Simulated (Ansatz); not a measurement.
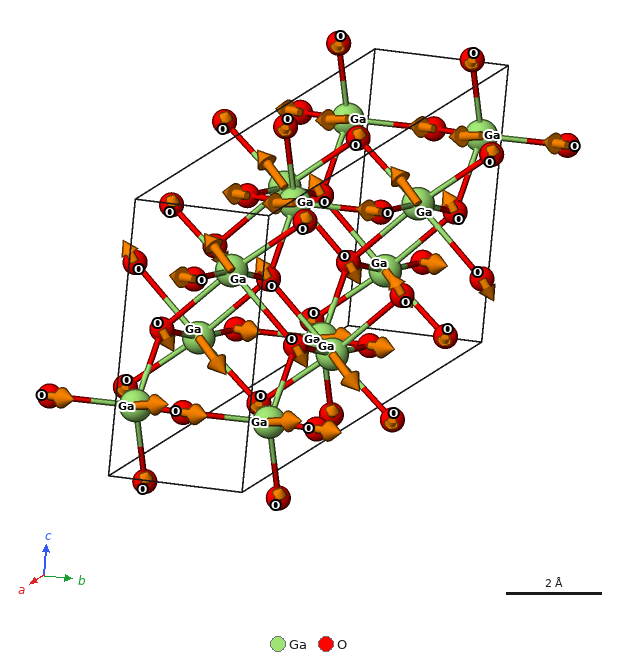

This is a relaxation of a crystal of Ga2O3 (set up in C2/m). The starting structure is drawn; orange arrows show the displacements (the part carried along by the change of the cell is left out), 5 times their true length.

Style: ball-and-stick. Shown: the conventional cell (2 times the calculation's cell), from a free direction. Lengths and directions refer to the drawn axes.

Level of theory: DFT PBE, scalar-relativistic, plane waves, PAW in Ansatz 0.2.0. (plane-wave cutoff 420 eV; k-point mesh 8 × 8 × 4; occupations gaussian; smearing width 0.05 eV; no spin polarisation)

### Atoms of which element are displaced furthest, and by how much?

Gallium: up to 0.22 Å, against 0.15 Å for oxygen.

### What happened in the run?

The largest moves relative to the cell, 0.22 Å, are those of Ga atoms. By element the largest moves are Ga 0.22 Å, O 0.15 Å. The drawn cell changes as follows: a 12.455 → 12.278 Å (−1.4 %), b 3.084 → 3.107 Å (+0.8 %), c 5.878 → 5.957 Å (+1.4 %), α 90.0° → 99.4°, γ 90.0° → 85.7°; the volume changes by −0.7 %. Among the contacts that change: Ga–O 2.108 → 2.609 Å, Ga–O 2.108 → 1.972 Å, Ga–O 2.042 → 1.959 Å, Ga–O 1.967 → 1.922 Å. Bond angles that change, for instance: O–Ga–O 106.1° → 119.2°, O–Ga–O 171.9° → 159.6°, O–Ga–O 81.0° → 92.8°. The space group (tolerance 0.01 Å) goes from C2/m (No. 12) to P-1 (No. 2).
